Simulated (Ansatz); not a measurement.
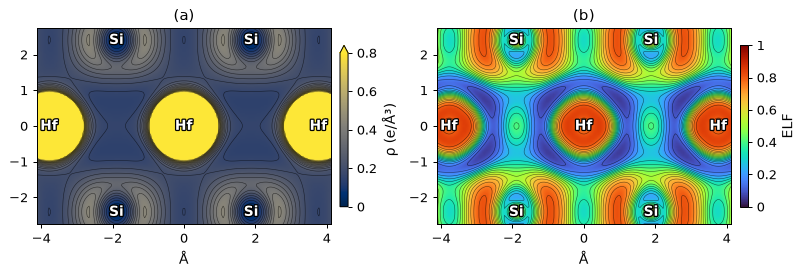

*HfSi. (a) valence electron density; (b) electron localisation function on the (100) plane of the calculation cell.*

Space group Cmmm.

Method: DFT r2SCAN, scalar-relativistic, plane waves, PAW (Ansatz 0.2.0).

In a PAW calculation such maps are meaningful between the atoms, not at the nuclei.

```xyz
8
Lattice="3.8638 0.0000 0.0000 0.0000 7.5452 0.0000 0.0000 0.0000 4.8153" Properties=species:S:1:pos:R:3 pbc="T T T"
Hf    0.0000    3.7726    0.2444
Hf    1.9319    3.7726    2.6520
Hf    1.9319    0.0000    2.6520
Hf    0.0000    0.0000    0.2444
Si    0.0000    5.6589    2.6520
Si    0.0000    1.8863    2.6520
Si    1.9319    1.8863    0.2444
Si    1.9319    5.6589    0.2444
```

**Describe what can be read from this map.**

The section cuts through Hf and Si sites. Hf–Si (3.06 Å): the density is about 0.19 e/Å³ at the midpoint; the ELF peaks at about 0.70 in the valence shell of Si, 1.0 Å from its nucleus, and is about 0.30 at the midpoint. Between the atoms the lowest density in this plane is 0.14 e/Å³. The features right at Hf lie inside the PAW spheres, where the map follows smoothed inner orbitals and isn't to be read closely.
